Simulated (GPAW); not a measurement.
## CaO (Fm-3m): ε∞ against the local-field cutoff

The size of the dielectric matrix of CaO (Fm-3m) is raised step by step, on the same bands.

Symmetry: Fm-3m, No. 225, cubic system. The conventional cell has a = 4.813 Å, b = 4.813 Å, c = 4.813 Å, α = 90.00°, β = 90.00°, γ = 90.00°. Ca on site a has 6 O at 2.41 Å as nearest neighbours. O on site b has 6 Ca at 2.41 Å as nearest neighbours.

Method: GPAW 26.7.0, PBE, RPA, k-mesh 12×12×12, Lorentzian half width 0.15 eV.

Launch of the response step: `OMP_NUM_THREADS=1 python df.py`. The series took 89 s in all, its band step included, on 1 thread of Arm Neoverse V1, with other jobs on the host.

```
cutoff (eV)  time of the step (s)      ε∞
         40                     8  3.6200
         60                     8  3.6088
        100                     9  3.5343
        150                    11       ?
```

The number of plane waves grows as cutoff^(3/2); a common extrapolation takes the result as linear in its inverse.

Working, on the rows shown:

| x = cutoff^(−3/2) (eV^−3/2) | y = ε∞ |
| --- | --- |
| 0.00395285 | 3.62 |
| 0.00215166 | 3.6088 |
| 0.001 | 3.5343 |

Means: x̄ = 0.0023682, ȳ = 3.5877. Σ(x − x̄)(y − ȳ) = 0.0001197, Σ(x − x̄)² = 4.430e-06. Slope = 0.0001197 / 4.430e-06 = 27.02; intercept = ȳ − slope · x̄ = 3.5237. The line misses the rows shown by at most 0.027.

Q: Fill in the last column of the withheld row.

A: At x = 0.00054433 the line gives y = 3.5384. The run gave 3.5144, so the extrapolation is off by 0.024, 23 % of the range in the table. The law describes these rows poorly: it misses even the rows shown by over a tenth of the range.

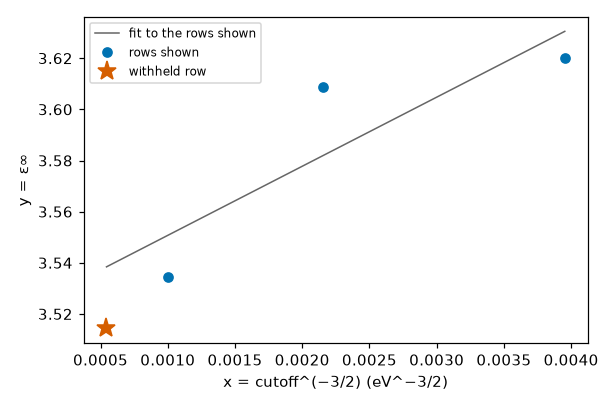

Refitted with all rows, the slope is 31.76 and the intercept 3.5086. The line reaches 3.509 at infinite cutoff, 0.2 % from the last run, while the last two runs differ by 0.56 %. ε∞ moves in steps as shells of reciprocal vectors enter, so the limit is good only to about the larger of these. Excitons are left out; PBE gaps are as a rule too small. The values come from a sum over the points of one k-mesh and carry its error, which grows as the direct gap shrinks. This version of GPAW has incomplete matrix elements in the optical limit, which can lower ε − 1 by up to a tenth where first-row anions or d states rule.

[Logs are printed without paths, hosts, clocks, repeated set-up lines and the standing remarks that a program may print on its own settings, such as how far it seeks lower states.]
